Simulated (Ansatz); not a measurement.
# Run report: AlRu, geometry relaxation (part 3 of 3)

Continued. System: AlRu (slab, 14 atoms in the cell). Method: DFT r2SCAN, scalar-relativistic, plane waves, PAW, no spin polarisation (Ansatz 0.2.0); cutoff 500 eV, 9×9×1 k-mesh, Gaussian smearing of 0.1 eV. The structure derives from an entry of the Crystallography Open Database. It belongs to a series of runs on one base structure; here: (1 1 1) slab, atoms relaxed.

Geometry of the input (Å; fractional positions):
```
4.2181  0.0000  0.0000
-2.1090  3.6530  0.0000
0.0000  0.0000  26.1931
Ru 0.3333  0.6667  0.2863
Al 0.6667  0.3333  0.3192
Ru 0.0000  0.0000  0.3521
Al 0.3333  0.6667  0.3849
Ru 0.6667  0.3333  0.4178
Al 0.0000  0.0000  0.4507
Ru 0.3333  0.6667  0.4836
Al 0.6667  0.3333  0.5164
Ru 0.0000  0.0000  0.5493
Al 0.3333  0.6667  0.5822
Ru 0.6667  0.3333  0.6151
Al 0.0000  0.0000  0.6479
Ru 0.3333  0.6667  0.6808
Al 0.6667  0.3333  0.7137
```

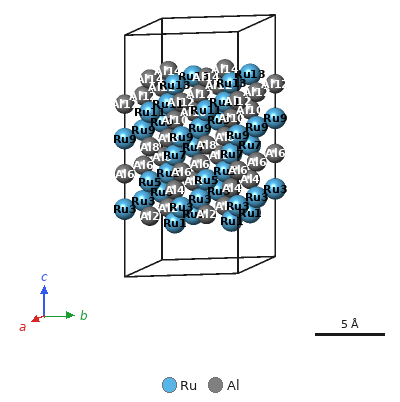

**Figure 1.** The geometry at step 3 of the log (spheres-only view of the 2 × 2 repeat of the cell, with the vacuum cut short, seen slightly off an axis; atoms are numbered from 1 in the order of the input).

## Output, continued
```
  k-point 1: bands = ["-69.0631", "-68.8782", "-68.8300", "-68.7939", "-68.7599", "-68.6705", "-68.6210", "-38.3615", "-38.3596", "-38.2952", "-38.1845", "-38.1829", "-38.1751", "-38.1621", "-38.1555", "-38.1542", "-38.0829", "-38.0785", "-38.0769", "-38.0186", "-38.0184", "-38.0027", "-37.9986", "-37.9928", "-37.9912", "-37.8640", "-37.8491", "-37.8489", "-4.7362", "-4.0480", "-2.8960", "-1.6884", "-0.7711", "-0.1868", "0.1347", "0.3675", "0.6835", "0.7920", "1.2168", "1.3083", "1.4252", "1.4917", "1.5364", "1.6309", "1.7661", "1.7866", "2.0697", "2.5395", "2.6570", "3.0470", "3.6568", "3.6584", "3.8435", "4.0159", "4.0965", "4.1797", "4.3913", "4.5116", "4.5834", "4.7262", "4.7467", "4.8668", "5.0083", "5.0964", "5.2011", "5.5185", "5.5979", "6.0281", "6.4712", "7.1558", "8.3269", "8.6350", "8.7793", "8.9387", "9.1832", "9.3060", "9.4393", "9.5987", "9.9233", "10.0267", "10.2096"]
  k-point 2: bands = ["-69.0625", "-68.8777", "-68.8289", "-68.7934", "-68.7618", "-68.6706", "-68.6213", "-38.3696", "-38.3630", "-38.3000", "-38.1928", "-38.1869", "-38.1821", "-38.1665", "-38.1594", "-38.1593", "-38.0812", "-38.0781", "-38.0758", "-38.0167", "-38.0165", "-37.9971", "-37.9949", "-37.9880", "-37.9817", "-37.8623", "-37.8482", "-37.8475", "-4.2538", "-3.5903", "-2.4863", "-1.3891", "-0.7394", "-0.3672", "-0.0951", "0.7041", "0.8169", "1.0006", "1.1206", "1.2473", "1.4617", "1.5881", "1.6415", "1.7079", "1.7753", "1.9629", "2.3017", "2.5624", "2.7818", "3.0066", "3.4314", "3.4365", "3.7248", "3.9452", "4.0100", "4.1480", "4.2366", "4.3741", "4.3758", "4.5412", "4.5625", "4.7368", "4.8363", "4.8634", "5.1557", "5.2794", "5.3353", "5.8483", "6.3373", "6.6088", "7.0904", "7.5834", "7.8462", "8.1627", "8.2772", "8.8293", "9.2387", "9.2761", "9.8803", "10.0278", "10.3675"]
  k-point 11: bands = ["-69.0613", "-68.8764", "-68.8262", "-68.7913", "-68.7673", "-68.6710", "-68.6219", "-38.3808", "-38.3791", "-38.3114", "-38.2039", "-38.2037", "-38.1994", "-38.1732", "-38.1707", "-38.1690", "-38.0784", "-38.0773", "-38.0727", "-38.0122", "-38.0120", "-37.9882", "-37.9794", "-37.9718", "-37.9700", "-37.8585", "-37.8463", "-37.8436", "-1.4751", "-1.4603", "-1.4382", "-1.0398", "-0.9699", "-0.8743", "-0.3435", "0.3453", "0.3846", "0.7122", "0.8508", "1.0486", "1.0699", "1.8932", "2.3803", "2.5229", "2.5685", "2.5776", "2.7264", "2.8200", "2.9227", "3.0549", "3.0961", "3.1562", "3.2127", "3.4402", "3.5346", "3.5584", "3.7620", "3.9849", "4.1334", "4.2018", "4.2313", "4.2648", "4.2968", "4.3727", "4.3794", "4.4247", "4.5159", "4.6024", "4.9101", "5.5047", "5.8717", "5.9599", "7.4342", "7.5992", "7.6180", "7.8271", "7.8798", "7.9150", "8.7641", "8.8896", "10.8820"]
--- Relaxed structure (5 steps of the walk, 5 accepted, 0 SCFs on fresh bases) ---
  F+E_penalty+E_count = -45021.87268140 eV   max|allowed force component| = 1.552e-2 eV/Å
  atoms:
    - { symbol: Ru, position: [0.3333333333333333, 0.6666666666666666, 0.2923800118994583] }
    - { symbol: Al, position: [0.6666666666666667, 0.33333333333333337, 0.320625835874174] }
    - { symbol: Ru, position: [-6.8831045984079425e-34, -5.301125423818908e-33, 0.34987903112464536] }
    - { symbol: Al, position: [0.3333333333333333, 0.6666666666666666, 0.3860616134139767] }
    - { symbol: Ru, position: [0.6666666666666667, 0.33333333333333337, 0.41805166388364323] }
    - { symbol: Al, position: [-4.00138576981523e-34, -1.68084464657529e-33, 0.44982970774186554] }
    - { symbol: Ru, position: [0.3333333333333333, 0.6666666666666666, 0.48279307056088494] }
    - { symbol: Al, position: [0.6666666666666667, 0.33333333333333337, 0.5168134043651387] }
    - { symbol: Ru, position: [2.275753640942625e-34, 2.009732844786925e-33, 0.5491594199534833] }
    - { symbol: Al, position: [0.3333333333333333, 0.6666666666666666, 0.5827863683727105] }
    - { symbol: Ru, position: [0.6666666666666667, 0.33333333333333337, 0.614459506400113] }
    - { symbol: Al, position: [1.3805767117157705e-33, 4.681007981386436e-33, 0.6465526826816558] }
    - { symbol: Ru, position: [0.3333333333333333, 0.6666666666666666, 0.6829097685778133] }
    - { symbol: Al, position: [0.6666666666666667, 0.33333333333333337, 0.7076979151504369] }
```

## Trajectory as extended XYZ (Å, eV, eV/Å), 5 frames, from step=1 to step=5
```
14
Lattice="4.2181 0.0000 0.0000 -2.1090 3.6530 0.0000 0.0000 0.0000 26.1931" Properties=species:S:1:pos:R:3:forces:R:3 step=1 energy=-45021.69420
Ru    0.0000    2.4353    7.5000    0.0000   0.0000   1.0845
Al    2.1090    1.2177    8.3610    0.0000   0.0000  -0.0136
Ru    0.0000    0.0000    9.2220    0.0000   0.0000  -0.5035
Al    0.0000    2.4353   10.0830    0.0000   0.0000  -0.3576
Ru    2.1090    1.2177   10.9440    0.0000   0.0000  -0.0267
Al    0.0000    0.0000   11.8050    0.0000   0.0000  -0.0844
Ru    0.0000    2.4353   12.6661    0.0000   0.0000  -0.1979
Al    2.1090    1.2177   13.5271    0.0000   0.0000   0.1530
Ru    0.0000    0.0000   14.3881    0.0000   0.0000   0.0557
Al    0.0000    2.4353   15.2491    0.0000   0.0000   0.1066
Ru    2.1090    1.2177   16.1101    0.0000   0.0000   0.2434
Al    0.0000    0.0000   16.9711    0.0000   0.0000  -0.1473
Ru    0.0000    2.4353   17.8321    0.0000   0.0000   0.4696
Al    2.1090    1.2177   18.6931    0.0000   0.0000  -0.7833
14
Lattice="4.2181 0.0000 0.0000 -2.1090 3.6530 0.0000 0.0000 0.0000 26.1931" Properties=species:S:1:pos:R:3:forces:R:3 step=2 energy=-45021.85492
Ru    0.0000    2.4353    7.6760    0.0000   0.0000  -0.2325
Al    2.1090    1.2177    8.3990    0.0000   0.0000   0.0314
Ru    0.0000    0.0000    9.1856    0.0000   0.0000  -0.1250
Al    0.0000    2.4353   10.1000    0.0000   0.0000   0.2876
Ru    2.1090    1.2177   10.9514    0.0000   0.0000   0.0628
Al    0.0000    0.0000   11.7853    0.0000   0.0000   0.0100
Ru    0.0000    2.4353   12.6538    0.0000   0.0000  -0.1730
Al    2.1090    1.2177   13.5294    0.0000   0.0000   0.0545
Ru    0.0000    0.0000   14.3776    0.0000   0.0000   0.0604
Al    0.0000    2.4353   15.2500    0.0000   0.0000   0.0402
Ru    2.1090    1.2177   16.0881    0.0000   0.0000   0.0848
Al    0.0000    0.0000   16.9429    0.0000   0.0000  -0.1122
Ru    0.0000    2.4353   17.8433    0.0000   0.0000   0.2811
Al    2.1090    1.2177   18.5696    0.0000   0.0000  -0.2616
14
Lattice="4.2181 0.0000 0.0000 -2.1090 3.6530 0.0000 0.0000 0.0000 26.1931" Properties=species:S:1:pos:R:3:forces:R:3 step=3 energy=-45021.87169
Ru    0.0000    2.4353    7.6617    0.0000   0.0000  -0.0579
Al    2.1090    1.2177    8.3980    0.0000   0.0000   0.0283
Ru    0.0000    0.0000    9.1652    0.0000   0.0000   0.0004
Al    0.0000    2.4353   10.1064    0.0000   0.0000   0.0923
Ru    2.1090    1.2177   10.9580    0.0000   0.0000  -0.0896
Al    0.0000    0.0000   11.7825    0.0000   0.0000   0.0097
Ru    0.0000    2.4353   12.6444    0.0000   0.0000   0.0053
Al    2.1090    1.2177   13.5372    0.0000   0.0000  -0.0010
Ru    0.0000    0.0000   14.3844    0.0000   0.0000   0.0008
Al    0.0000    2.4353   15.2639    0.0000   0.0000  -0.0137
Ru    2.1090    1.2177   16.0900    0.0000   0.0000   0.0659
Al    0.0000    0.0000   16.9385    0.0000   0.0000  -0.0332
Ru    0.0000    2.4353   17.8821    0.0000   0.0000   0.0252
Al    2.1090    1.2177   18.5395    0.0000   0.0000  -0.0324
14
Lattice="4.2181 0.0000 0.0000 -2.1090 3.6530 0.0000 0.0000 0.0000 26.1931" Properties=species:S:1:pos:R:3:forces:R:3 step=4 energy=-45021.87268
Ru    0.0000    2.4353    7.6583    0.0000   0.0000  -0.0053
Al    2.1090    1.2177    8.3982    0.0000   0.0000  -0.0007
Ru    0.0000    0.0000    9.1644    0.0000   0.0000  -0.0108
Al    0.0000    2.4353   10.1122    0.0000   0.0000   0.0064
Ru    2.1090    1.2177   10.9501    0.0000   0.0000   0.0155
Al    0.0000    0.0000   11.7824    0.0000   0.0000   0.0075
Ru    0.0000    2.4353   12.6459    0.0000   0.0000   0.0030
Al    2.1090    1.2177   13.5370    0.0000   0.0000  -0.0099
Ru    0.0000    0.0000   14.3842    0.0000   0.0000   0.0000
Al    0.0000    2.4353   15.2650    0.0000   0.0000  -0.0035
Ru    2.1090    1.2177   16.0946    0.0000   0.0000  -0.0054
Al    0.0000    0.0000   16.9352    0.0000   0.0000  -0.0070
Ru    0.0000    2.4353   17.8875    0.0000   0.0000  -0.0005
Al    2.1090    1.2177   18.5368    0.0000   0.0000   0.0105
14
Lattice="4.2181 0.0000 0.0000 -2.1090 3.6530 0.0000 0.0000 0.0000 26.1931" Properties=species:S:1:pos:R:3:forces:R:3 step=5 energy=-45021.87268
Ru    0.0000    2.4353    7.6583    0.0000   0.0000  -0.0053
Al    2.1090    1.2177    8.3982    0.0000   0.0000  -0.0006
Ru    0.0000    0.0000    9.1644    0.0000   0.0000  -0.0109
Al    0.0000    2.4353   10.1122    0.0000   0.0000   0.0064
Ru    2.1090    1.2177   10.9501    0.0000   0.0000   0.0155
Al    0.0000    0.0000   11.7824    0.0000   0.0000   0.0075
Ru    0.0000    2.4353   12.6459    0.0000   0.0000   0.0030
Al    2.1090    1.2177   13.5370    0.0000   0.0000  -0.0098
Ru    0.0000    0.0000   14.3842    0.0000   0.0000   0.0000
Al    0.0000    2.4353   15.2650    0.0000   0.0000  -0.0035
Ru    2.1090    1.2177   16.0946    0.0000   0.0000  -0.0054
Al    0.0000    0.0000   16.9352    0.0000   0.0000  -0.0071
Ru    0.0000    2.4353   17.8875    0.0000   0.0000  -0.0004
Al    2.1090    1.2177   18.5368    0.0000   0.0000   0.0105
```

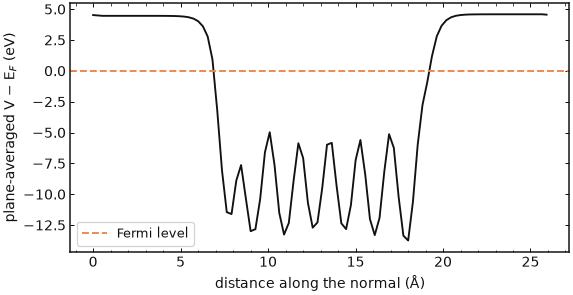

**Figure 2.** Plane average of the electrostatic potential energy of an electron across the cell, from the Fermi level. The vacuum level lies 4.59 eV above the Fermi level on the upper side and 4.46 eV on the lower.

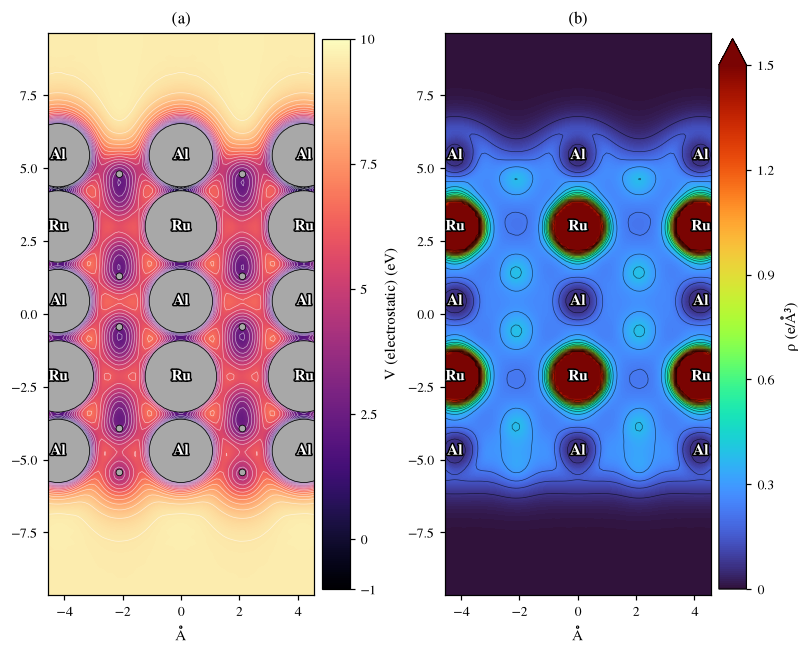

**Figure 3.** (a) electrostatic potential energy of an electron; (b) valence electron density on the (010) plane of the calculation cell, a cut from vacuum to vacuum. Grey discs, where drawn, cover atomic cores. The section cuts through Al and Ru sites. Al–Ru (2.44 Å): ρ at the midpoint is about 0.47 e/Å³. Al–Ru (2.55 Å): ρ at the midpoint is about 0.39 e/Å³. Al–Ru (2.59 Å): ρ at the midpoint is about 0.35 e/Å³. The density dies away to nearly zero in the vacuum. The fields are those of the smooth PAW valence density.

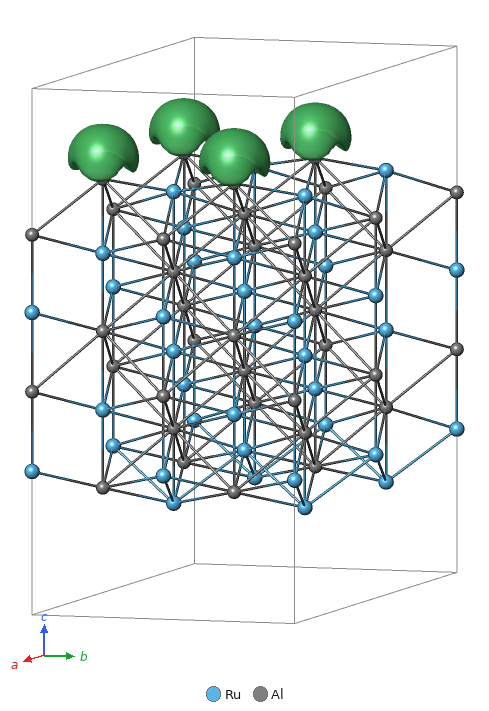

**Figure 4.** Isosurface of the electron localisation function at 0.7 (green), seen at an oblique angle. Only the valence region is drawn (cores and ρ < 0.01 e/Å³ removed). Sticks mark near contacts. Values along the shortest contacts: Al–Ru (2.44 Å): the ELF is about 0.40 at the midpoint; no localised pair between them. Ru–Ru (2.86 Å): the ELF is about 0.35 at the midpoint (no localised pair between them).

## Summary

| quantity | value |
| --- | --- |
| outcome | converged |
| electrons treated | 133 |
| free energy | −45021.8727 eV |
| work function, top face | 4.59 eV |
| work function, bottom face | 4.46 eV |
| Fermi energy | 5.076 eV |
| gap on the k-point mesh | none (metallic) |
| final volume | 403.59 Å³ |
| work function (upper face) | 4.59 eV |
| largest force (length of the vector) at the end | 0.015 eV/Å |
| wall time | 2.1 min (CPU time 4.1 min) |
| peak memory | 1.8 GiB |

The program warns: the exchange-correlation potential is rough where the density is thin.
